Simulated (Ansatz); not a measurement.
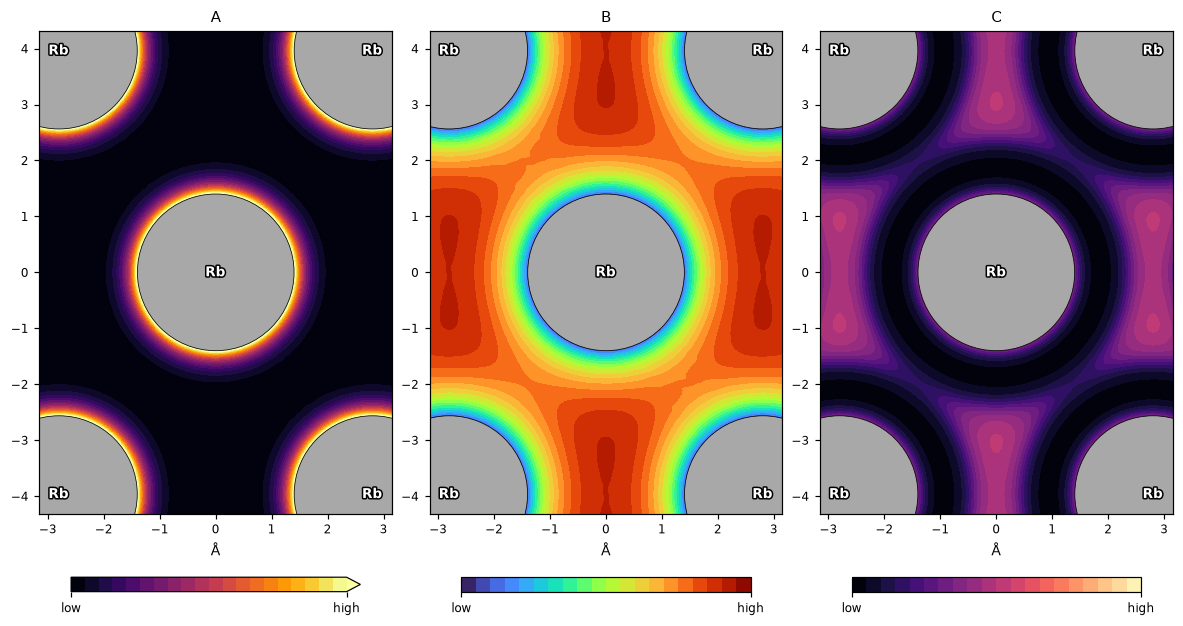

Rb: 3 fields on the (11̄0) plane of the conventional cell, with unlabelled colour scales. Grey discs cover the atomic cores.

Space group Im-3m.

Method: Ansatz, Kohn-Sham DFT of a periodic cell, r2SCANh, JTH PAW.

```
Rb
1.0
     5.60500    0.00000    0.00000
     0.00000    5.60500    0.00000
     0.00000    0.00000    5.60500
Rb
2
Direct
  0.00000 0.00000 0.00000
  0.50000 0.50000 0.50000
```

Q: Which field does each panel show? The fields are: electron localisation function, electrostatic potential energy of an electron and valence pseudo-density.

A: Panel A: valence pseudo-density. Panel B: electrostatic potential energy of an electron (low next to the atoms, rising into the space between them). Panel C: electron localisation function. From the grid: Rb–Rb (4.85 Å): ρ at the midpoint is about 0.01 e/Å³; the ELF is about 0.15 at the midpoint (no shared electron pair shows on this line).
